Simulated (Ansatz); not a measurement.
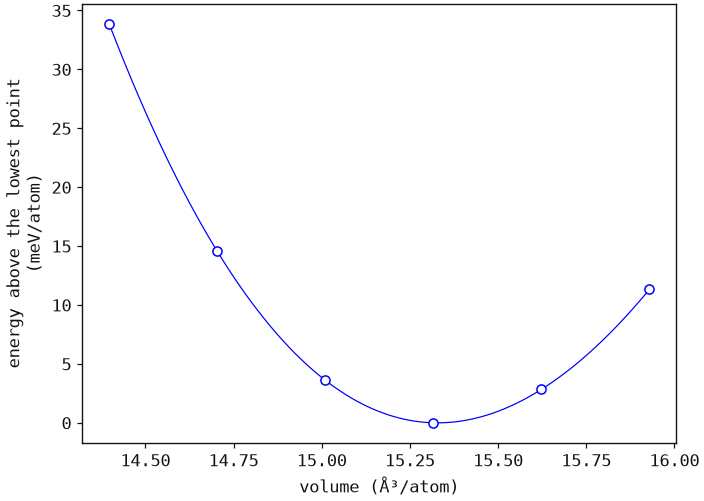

The plot gives the computed energy above the lowest point against volume for Pd, space group Fm-3m (No. 225) (one of a set of cubic test structures, which need not be the stable phase).

Method: equation of state of a cubic crystal from periodic Kohn-Sham density functional theory without spin, third-order Birch-Murnaghan fit to the free energies; pressure corrected for the finite basis (Ansatz 0.2.0 development build). Level: PBE.

structure type fcc; atoms in cell 1; space group number 225; lattice centring face-centred primitive; k mesh 24×24×24; occupation method Fermi–Dirac; occupation width 0.06123 eV; wave cutoff 700 eV; datasets soft-1 PAW; density tolerance 1e−09 eV; bands 13; density cutoff ratio 4; search for lower states default.

From this curve and the settings, what does the calculation give for the pressure at the same points?

The pressure falls from 12.5 GPa at volume 14.40 Å³/atom to −5.8 GPa at 15.93 Å³/atom, and changes sign near 15.33 Å³/atom.

| volume (Å³/atom) | pressure (GPa) |
| --- | --- |
| 14.40 | 12.5 |
| 14.70 | 7.8 |
| 15.01 | 3.7 |
| 15.32 | 0.1 |
| 15.62 | −3.0 |
| 15.93 | −5.8 |
